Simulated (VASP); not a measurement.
# Geometry relaxation of SiC (part 2 of 4)

The same run, continued: SiC (8 atoms in the cell); Kohn-Sham DFT of a periodic cell, LDA, VASP PAW LDA potentials, recommended, no spin polarisation (VASP 6.6.1); cutoff 600 eV, 8×5×5 k-mesh, Gaussian smearing of 0.02 eV. The structure was built on a prototype by a generator; it need not be a known phase.

Geometry of the input (Å; fractional positions):
```
3.1405  0.0000  0.0000
0.0000  5.0875  0.0000
0.0000  0.0000  5.2363
Si 0.0000  0.0000  0.3333
Si 0.5000  0.0000  0.8333
Si 0.5000  0.5000  0.1667
Si 0.0000  0.5000  0.6667
C  0.0000  0.6220  0.3333
C  0.5000  0.6220  0.8333
C  0.5000  0.1220  0.1667
C  0.0000  0.1220  0.6667
```

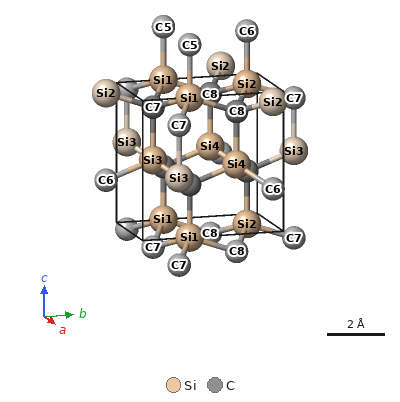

*The structure as given in the input (ball-and-stick view of the cell of the calculation, set on other vectors, seen slightly off an axis; neighbours outside the cell are drawn fainter; atoms are numbered from 1 in the order of the input). An atom can appear more than once, as a periodic image.*

**Parts of OUTCAR, continued**
```
   k-points           NKPTS =     45   k-points in BZ     NKDIM =     45   number of bands    NBANDS=     21
   number of dos      NEDOS =    301   number of ions     NIONS =      8
   total plane-waves  NPLWV =  49392
   dimension x,y,z NGX =    28 NGY =   42 NGZ =   42
   dimension x,y,z NGXF=    56 NGYF=   84 NGZF=   84
   ions per type =               4   4
   NGX,Y,Z   is equivalent  to a cutoff of  14.82, 13.72, 13.33 a.u.
   NGXF,Y,Z  is equivalent  to a cutoff of  29.64, 27.45, 26.67 a.u.
 SYSTEM =  unknown system
   PREC   = accura    normal or accurate (medium, high low for compatibility)
   ISTART =      0    job   : 0-new  1-cont  2-samecut
   ICHARG =      2    charge: 1-file 2-atom 10-const
   ISPIN  =      1    spin polarized calculation?
   LNONCOLLINEAR =      F non collinear calculations
   LSORBIT =      F    spin-orbit coupling
   LASPH  =      T    aspherical Exc in radial PAW
   ENCUT  =  600.0 eV  44.10 Ry    6.64 a.u.   6.27 10.16 10.46*2*pi/ulx,y,z
   NELM   =    100;   NELMIN=  2; NELMDL= -5     # of ELM steps
   EDIFF  = 0.1E-05   stopping-criterion for ELM
   LREAL  =      F    real-space projection
   EDIFFG = -.1E-01   stopping-criterion for IOM
   NSW    =     60    number of steps for IOM
   IBRION =      2    ionic relax: 0-MD 1-quasi-New 2-CG
   NFREE  =      1    steps in history (QN), initial steepest desc. (CG)
   ISIF   =      3    stress and relaxation
   ISYM   =      2    0-nonsym 1-usesym 2-fastsym
   POTIM  = 0.5000    time-step for ionic-motion
   TEBEG  =    0.0;   TEEND  =   0.0 temperature during run
   PSTRESS=    0.0 pullay stress
   NELECT =      32.0000    total number of electrons
   NUPDOWN=      -1.0000    fix difference up-down
   EMIN   =  10.00;   EMAX   =-10.00  energy-range for DOS
   EFERMI =   0.00;   METHOD = LEGACY
   ISMEAR =     0;   SIGMA  =   0.02  broadening in eV -4-tet -1-fermi 0-gaus
   EFERMI_NEDOS =   21; number of points for ismear=-14 and -15
   IALGO  =     68    algorithm
   IMIX   =      4    mixing-type and parameters
     AMIX     =   0.40;   BMIX     =  1.00
     AMIX_MAG =   1.60;   BMIX_MAG =  1.00
  volume/ion in A,a.u.               =      10.46        70.57
  Fermi-wavevector in a.u.,A,eV,Ry     =   1.188368  2.245691 19.214413  1.412220
  Thomas-Fermi vector in A             =   2.324499
   LORBIT       =      0    0 simple, 1 ext, 2 COOP (PROOUT), +10 PAW based schemes
   GGA     = CA    functional components
   LHFCALC =     F    Hartree Fock is set to
   AEXX    =    0.0000 exact exchange contribution
   IVDW    =     0    specifies the selected vdW correction
   LEPSILON=     F    determine dielectric tensor
   LRPA    =     F    only Hartree local field effects (RPA)
 conjugate gradient relaxation of ions
 non-spin polarized calculation
 RMM-DIIS sequential band-by-band and
 Gauss-broadening in eV      SIGMA  =   0.02
  energy-cutoff  :      600.00
  volume of cell :       83.66
 maximum number of plane-waves:      2812
 NGX is ok and might be reduce to    28
   NGX = 13   NGY = 21   NGZ = 21

--------------------------------------- Ionic step        1  -------------------------------------------

 number of electron      32.0000003 magnetization

 Free energy of the ion-electron system (eV)
  ---------------------------------------------------
  ext. energy  EPLUGINS =         0.00000000
  ---------------------------------------------------
  free energy    TOTEN  =       -66.41733959 eV

  energy without entropy =      -66.41733959  energy(sigma->0) =      -66.41733959

------------------------ aborting loop because EDIFF is reached ----------------------------------------

  FORCE on cell =-STRESS in cart. coord.  units (eV):
  Direction    XX          YY          ZZ          XY          YZ          ZX
  --------------------------------------------------------------------------------------
  -------------------------------------------------------------------------------------
  Total       -6.9693951     -4.6872933      2.1483437      0.0000000      0.0000000      0.0000000
  in kB     -133.4702614    -89.7659340     41.1427379      0.0000000      0.0000000      0.0000000
  external PRESSURE =     -60.6978191 kB  Pullay stress =       0.0000000 kB

 VOLUME and BASIS-vectors are now :
 -----------------------------------------------------------------------------
  energy-cutoff  :      600.00
  volume of cell :       83.66
      direct lattice vectors                 reciprocal lattice vectors
     3.140456503  0.000000000  0.000000000     0.318425044  0.000000000  0.000000000
     0.000000000  5.087539535  0.000000000     0.000000000  0.196558669  0.000000000
     0.000000000  0.000000000  5.236252493     0.000000000  0.000000000  0.190976276

 POSITION                                       TOTAL-FORCE (eV/Angst)
 -----------------------------------------------------------------------------------
      0.00000      0.00000      1.74542         0.000000     -0.245537     -0.306776
      1.57023      0.00000      4.36354        -0.000000     -0.245537     -0.306776
      1.57023      2.54377      0.87271        -0.000000     -0.245537      0.306776
      0.00000      2.54377      3.49083         0.000000     -0.245537      0.306776
      0.00000      3.16445      1.74542         0.000000      0.245537     -0.369107
      1.57023      3.16445      4.36354         0.000000      0.245537     -0.369107
      1.57023      0.62068      0.87271         0.000000      0.245537      0.369107
      0.00000      0.62068      3.49083         0.000000      0.245537      0.369107
 -----------------------------------------------------------------------------------
    total drift:                               -0.000000     -0.001148     -0.000001

  FREE ENERGIE OF THE ION-ELECTRON SYSTEM (eV)
  ---------------------------------------------------
  free  energy   TOTEN  =       -66.4173395856 eV

  energy  without entropy=      -66.4173395856  energy(sigma->0) =      -66.41733959

--------------------------------------- Ionic step        2  -------------------------------------------

 number of electron      32.0000001 magnetization

------------------------ aborting loop because EDIFF is reached ----------------------------------------

  FORCE on cell =-STRESS in cart. coord.  units (eV):
  Direction    XX          YY          ZZ          XY          YZ          ZX
  --------------------------------------------------------------------------------------
  -------------------------------------------------------------------------------------
  Total       -6.9439350     -4.2110780     -3.0741874      0.0000000      0.0000000      0.0000000
  in kB     -131.2818894    -79.6145526    -58.1205225      0.0000000      0.0000000      0.0000000
  external PRESSURE =     -89.6723215 kB  Pullay stress =       0.0000000 kB

 VOLUME and BASIS-vectors are now :
 -----------------------------------------------------------------------------
  energy-cutoff  :      600.00
  volume of cell :       84.74
      direct lattice vectors                 reciprocal lattice vectors
     3.140456503  0.000000000  0.000000000     0.318425044  0.000000000  0.000000000
     0.000000000  5.087539535  0.000000000     0.000000000  0.196558669  0.000000000
     0.000000000  0.000000000  5.304089324     0.000000000  0.000000000  0.188533778

 POSITION                                       TOTAL-FORCE (eV/Angst)
 -----------------------------------------------------------------------------------
      0.00000      5.07569      1.75304        -0.000000      0.222721      0.359711
      1.57023      5.07569      4.40508         0.000000      0.222721      0.359711
      1.57023      2.53192      0.89901         0.000000      0.222721     -0.359711
      0.00000      2.53192      3.55105         0.000000      0.222721     -0.359711
      0.00000      3.17629      1.74999         0.000000     -0.222721      0.311526
      1.57023      3.17629      4.40204        -0.000000     -0.222721      0.311526
      1.57023      0.63253      0.90205        -0.000000     -0.222721     -0.311526
      0.00000      0.63253      3.55410         0.000000     -0.222721     -0.311526
 -----------------------------------------------------------------------------------
    total drift:                                0.000000     -0.001277     -0.000000

  FREE ENERGIE OF THE ION-ELECTRON SYSTEM (eV)
  ---------------------------------------------------
  free  energy   TOTEN  =       -66.4086381090 eV

  energy  without entropy=      -66.4086381090  energy(sigma->0) =      -66.40863811

--------------------------------------- Ionic step        3  -------------------------------------------

 number of electron      32.0000002 magnetization

------------------------ aborting loop because EDIFF is reached ----------------------------------------

  FORCE on cell =-STRESS in cart. coord.  units (eV):
  Direction    XX          YY          ZZ          XY          YZ          ZX
  --------------------------------------------------------------------------------------
  -------------------------------------------------------------------------------------
  Total       -6.9437331     -4.5175763     -0.3558462      0.0000000      0.0000000      0.0000000
  in kB     -132.2145576    -86.0184785     -6.7756131      0.0000000      0.0000000      0.0000000
  external PRESSURE =     -75.0028831 kB  Pullay stress =       0.0000000 kB

 VOLUME and BASIS-vectors are now :
 -----------------------------------------------------------------------------
  energy-cutoff  :      600.00
  volume of cell :       84.14
      direct lattice vectors                 reciprocal lattice vectors
     3.140456503  0.000000000  0.000000000     0.318425044  0.000000000  0.000000000
     0.000000000  5.087539535  0.000000000     0.000000000  0.196558669  0.000000000
     0.000000000  0.000000000  5.266520073     0.000000000  0.000000000  0.189878703

 POSITION                                       TOTAL-FORCE (eV/Angst)
 -----------------------------------------------------------------------------------
      0.00000      5.08225      1.74876         0.000000     -0.031677      0.022851
      1.57023      5.08225      4.38202        -0.000000     -0.031677      0.022851
      1.57023      2.53848      0.88450        -0.000000     -0.031677     -0.022851
      0.00000      2.53848      3.51776         0.000000     -0.031677     -0.022851
      0.00000      3.16973      1.74739         0.000000      0.031677     -0.032469
      1.57023      3.16973      4.38065         0.000000      0.031677     -0.032469
      1.57023      0.62597      0.88587         0.000000      0.031677      0.032469
      0.00000      0.62597      3.51913         0.000000      0.031677      0.032469
 -----------------------------------------------------------------------------------
    total drift:                                0.000000      0.000706     -0.000001

  FREE ENERGIE OF THE ION-ELECTRON SYSTEM (eV)
  ---------------------------------------------------
  free  energy   TOTEN  =       -66.4382539641 eV

  energy  without entropy=      -66.4382539641  energy(sigma->0) =      -66.43825396

--------------------------------------- Ionic step        4  -------------------------------------------

 number of electron      32.0000002 magnetization

------------------------ aborting loop because EDIFF is reached ----------------------------------------

  FORCE on cell =-STRESS in cart. coord.  units (eV):
  Direction    XX          YY          ZZ          XY          YZ          ZX
  --------------------------------------------------------------------------------------
  -------------------------------------------------------------------------------------
  Total       -6.9442604     -4.5219352     -0.3101313      0.0000000      0.0000000      0.0000000
  in kB     -132.2397976    -86.1113733     -5.9058414      0.0000000      0.0000000      0.0000000
  external PRESSURE =     -74.7523375 kB  Pullay stress =       0.0000000 kB

 VOLUME and BASIS-vectors are now :
 -----------------------------------------------------------------------------
  energy-cutoff  :      600.00
  volume of cell :       84.13
      direct lattice vectors                 reciprocal lattice vectors
     3.140456503  0.000000000  0.000000000     0.318425044  0.000000000  0.000000000
     0.000000000  5.087539535  0.000000000     0.000000000  0.196558669  0.000000000
     0.000000000  0.000000000  5.265914721     0.000000000  0.000000000  0.189900531

 POSITION                                       TOTAL-FORCE (eV/Angst)
 -----------------------------------------------------------------------------------
      0.00000      5.08236      1.74869         0.000000     -0.035733      0.016869
      1.57023      5.08236      4.38165         0.000000     -0.035733      0.016869
      1.57023      2.53859      0.88427        -0.000000     -0.035733     -0.016869
      0.00000      2.53859      3.51722         0.000000     -0.035733     -0.016869
      0.00000      3.16963      1.74735        -0.000000      0.035733     -0.038250
      1.57023      3.16963      4.38030         0.000000      0.035733     -0.038250
      1.57023      0.62586      0.88561        -0.000000      0.035733      0.038250
      0.00000      0.62586      3.51857        -0.000000      0.035733      0.038250
 -----------------------------------------------------------------------------------
    total drift:                                0.000000     -0.000456     -0.000001

  FREE ENERGIE OF THE ION-ELECTRON SYSTEM (eV)
  ---------------------------------------------------
  free  energy   TOTEN  =       -66.4382519118 eV

  energy  without entropy=      -66.4382519118  energy(sigma->0) =      -66.43825191

--------------------------------------- Ionic step        5  -------------------------------------------

 number of electron      32.0000002 magnetization

------------------------ aborting loop because EDIFF is reached ----------------------------------------

  FORCE on cell =-STRESS in cart. coord.  units (eV):
  Direction    XX          YY          ZZ          XY          YZ          ZX
  --------------------------------------------------------------------------------------
  -------------------------------------------------------------------------------------
  Total       -6.8906382     -4.4109904      0.0387868      0.0000000      0.0000000      0.0000000
  in kB     -131.4318117    -84.1350900      0.7398181      0.0000000      0.0000000      0.0000000
  external PRESSURE =     -71.6090279 kB  Pullay stress =       0.0000000 kB

 VOLUME and BASIS-vectors are now :
 -----------------------------------------------------------------------------
  energy-cutoff  :      600.00
  volume of cell :       84.00
      direct lattice vectors                 reciprocal lattice vectors
     3.140456503  0.000000000  0.000000000     0.318425044  0.000000000  0.000000000
     0.000000000  5.087539535  0.000000000     0.000000000  0.196558669  0.000000000
     0.000000000  0.000000000  5.257375004     0.000000000  0.000000000  0.190208992

 POSITION                                       TOTAL-FORCE (eV/Angst)
 -----------------------------------------------------------------------------------
      0.00000      5.08080      1.74653         0.000000      0.010125      0.014946
      1.57023      5.08080      4.37522         0.000000      0.010125      0.014946
      1.57023      2.53703      0.88215         0.000000      0.010125     -0.014946
      0.00000      2.53703      3.51084         0.000000      0.010125     -0.014946
      3.14046      3.17119      1.74283        -0.000000     -0.010125     -0.031198
      1.57023      3.17119      4.37151        -0.000000     -0.010125     -0.031198
      1.57023      0.62742      0.88586        -0.000000     -0.010125      0.031198
      3.14046      0.62742      3.51455         0.000000     -0.010125      0.031198
 -----------------------------------------------------------------------------------
    total drift:                                0.000000     -0.001606     -0.000001

  FREE ENERGIE OF THE ION-ELECTRON SYSTEM (eV)
  ---------------------------------------------------
  free  energy   TOTEN  =       -66.4389122390 eV

  energy  without entropy=      -66.4389122390  energy(sigma->0) =      -66.43891224
```
